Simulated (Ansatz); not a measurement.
Given this structure:

```yaml
crystal:
  lattice:
    - [11.24950, 0.00000, 0.00000]
    - [-5.62475, 9.74235, 0.00000]
    - [0.00000, 0.00000, 4.46560]
  atoms:
    - { symbol: Se, position: [0.95981, 0.79535, 0.87949] }
    - { symbol: Se, position: [0.16888, 0.70686, 0.54616] }
    - { symbol: Se, position: [0.87131, 0.49779, 0.21282] }
    - { symbol: Se, position: [0.70686, 0.53798, 0.45384] }
    - { symbol: Se, position: [0.49779, 0.62647, 0.78718] }
    - { symbol: Se, position: [0.79535, 0.83555, 0.12051] }
    - { symbol: Se, position: [0.62647, 0.12869, 0.21282] }
    - { symbol: Se, position: [0.83555, 0.04019, 0.87949] }
    - { symbol: Se, position: [0.53798, 0.83112, 0.54616] }
    - { symbol: Se, position: [0.37353, 0.87131, 0.78718] }
    - { symbol: Se, position: [0.16445, 0.95981, 0.12051] }
    - { symbol: Se, position: [0.46202, 0.16888, 0.45384] }
    - { symbol: Se, position: [0.29314, 0.46202, 0.54616] }
    - { symbol: Se, position: [0.50221, 0.37353, 0.21282] }
    - { symbol: Se, position: [0.20465, 0.16445, 0.87949] }
    - { symbol: Se, position: [0.04019, 0.20465, 0.12051] }
    - { symbol: Se, position: [0.83112, 0.29314, 0.45384] }
    - { symbol: Se, position: [0.12869, 0.50221, 0.78718] }
```

Summarise the structure in words.

The element is selenium. Space group R-3 (No. 148), lattice rhombohedral (trigonal R). The cell holds 18 atoms. The Se atoms are each bonded to two Se in a bent arrangement at 2.37 Å. The bonds build separate Se6 groups.

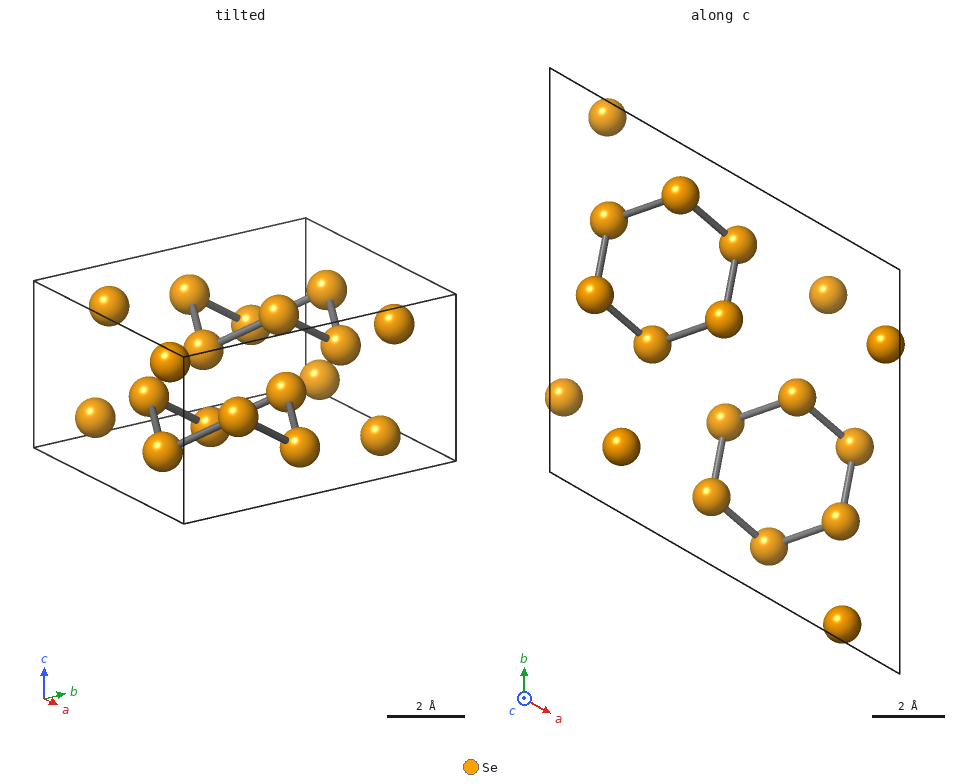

A ball-and-stick rendering, viewed slightly off an axis and along the c axis. The edges of the conventional unit cell are marked. Colours: selenium orange.

It goes back to a structure listed in the Materials Project. Earlier steps of the study may have refined or changed the cell and positions. It went into a calculation with Ansatz.
